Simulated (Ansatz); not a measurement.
AlN

Input file:

```
crystal:
  lattice:
    - [0.0, 2.0165820713, 2.0165820713]
    - [2.0165820713, 0.0, 2.0165820713]
    - [2.0165820713, 2.0165820713, 0.0]
  atoms:
    - { symbol: Al, position: [0.0, 0.0, 0.0] }
    - { symbol: "N", position: [0.5, 0.5, 0.5] }
kpoints:
  mp_grid: { grid: [12, 12, 12] }
  band_path:
    path:
      - [0.0, 0.0, 0.0]
      - [0.5, 0.0, 0.5]
      - [0.625, 0.25, 0.625]
      - [0.375, 0.375, 0.75]
      - [0.5, 0.5, 0.5]
      - [0.5, 0.25, 0.75]
    npoints: 1
hamiltonian:
  xc: r2scan
  dispersion: rvv10
scf:
  occupations: { method: fermi_dirac, width: 0.03 }
  n_extra_bands: 4
output:
  forces: true
  stress: true
  eigenvalues: true
  write_density: true
  write_potential: true
  elf: true
  volumetric_format: npy
```

Run with:

```sh
ansatz run input.yaml --threads 2 --pin off --max-ram 18432MiB --backend cpu --events-out ev --progress --plain --runs-dir out
```

Below, planes, directions and counts refer to the conventional cell (a = 4.03 Å, b = 4.03 Å, c = 4.03 Å, α = 90.00°, β = 90.00°, γ = 90.00°).

Space group Fm-3m; started from the rocksalt prototype, which need not be the ambient phase.

Computed with DFT, r2SCAN+rVV10, plane waves, PAW in Ansatz.

Predict the valence pseudo-density and electron localisation function between the atoms.

Al–N (2.02 Å): the density is about 0.54 e/Å³ at the midpoint; the ELF peaks at about 0.85 in the valence shell of N, 0.8 Å from its nucleus, and is about 0.80 at the midpoint.

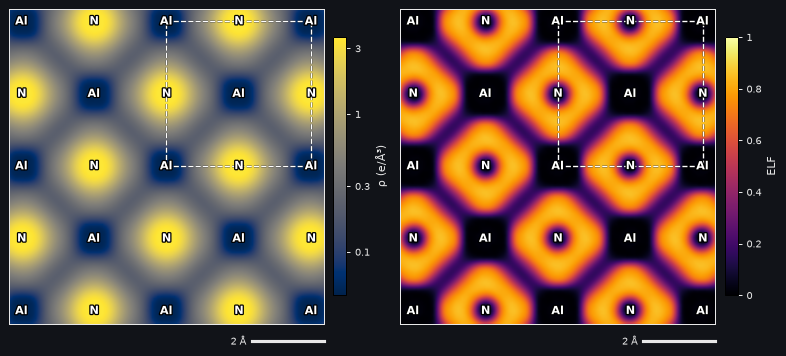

Computed valence pseudo-density and electron localisation function on the (100) plane of the conventional cell, in this order. 

In a PAW calculation such maps are meaningful between the atoms, not at the nuclei.
